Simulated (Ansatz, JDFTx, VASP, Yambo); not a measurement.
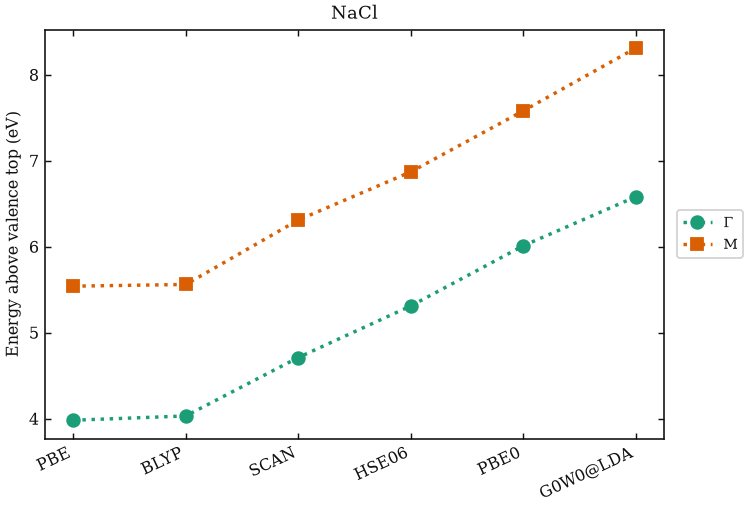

Lowest conduction level at each named k point, counted from the valence-band top at M, by several methods on one cell of CsCl-type NaCl, space group Pm-3m, 2 atoms in the cell; cubic a = 3.502 Å. All runs are without spin-orbit coupling and carry no moments.

Question: How do the methods rank at Γ?

Answer: From low to high: PBE 3.98, BLYP 4.03, SCAN 4.71, HSE06 5.31, PBE0 6.01, G0W0@LDA 6.58 eV. Too close to rank are PBE against BLYP (different programs, potentials and cutoffs).

Question: Do the methods agree on which of these conduction levels is lowest?

Answer: Yes: all put it at Γ.

| method | program | Γ (eV) | M (eV) |
| --- | --- | --- | --- |
| PBE | VASP | 3.98 | 5.54 |
| BLYP | Ansatz LAPW | 4.03 | 5.56 |
| SCAN | JDFTx | 4.71 | 6.31 |
| HSE06 | VASP | 5.31 | 6.87 |
| PBE0 | VASP | 6.01 | 7.58 |
| G0W0@LDA | Yambo | 6.58 | 8.31 |

Settings. PBE: VASP PAW PBE potentials, release 64 (Cl, Na_pv), 8×8×8 k mesh, 520 eV cutoff, Fermi-Dirac smearing of 0.05 eV (VASP 6.6.1). BLYP: all-electron LAPW, 8×8×8 k mesh, Fermi-Dirac smearing of 0.05 eV (Ansatz). SCAN: SG15-PBE-1.2, 8×8×8 k mesh, 1088 eV cutoff, Fermi-Dirac smearing of 0.05 eV (JDFTx). HSE06: VASP PAW PBE potentials, release 64 (Cl, Na_pv), 6×6×6 k mesh, 520 eV cutoff, Gaussian smearing of 0.02 eV (VASP). PBE0: VASP PAW PBE potentials, release 64 (Cl, Na_pv), 6×6×6 k mesh, 520 eV cutoff, Gaussian smearing of 0.02 eV (VASP). G0W0@LDA: LDA, PseudoDojo 0.4.1 SR LDA standard, 6×6×6 k mesh, 1197 eV cutoff, fixed occupations (Yambo 5.3.0), G0W0 with frequency dependence of W plasmon pole, bands in the response 108, bands in the self-energy 108, cutoff of the response matrix 8 Ry and cutoff of exchange and Vxc 88 Ry.

These are six of the 23 methods that were run on this cell. The runs come from different programs and meshes, which adds differences of its own. The usual form of NaCl is rocksalt. LDA, GGA and most meta-GGA functionals understate gaps. HSE06 and PBE0: the PAW data sets were made with another functional. SCAN: the potentials were made for another functional. The GW values are at finite bands, cutoffs and mesh, short of the basis limit.
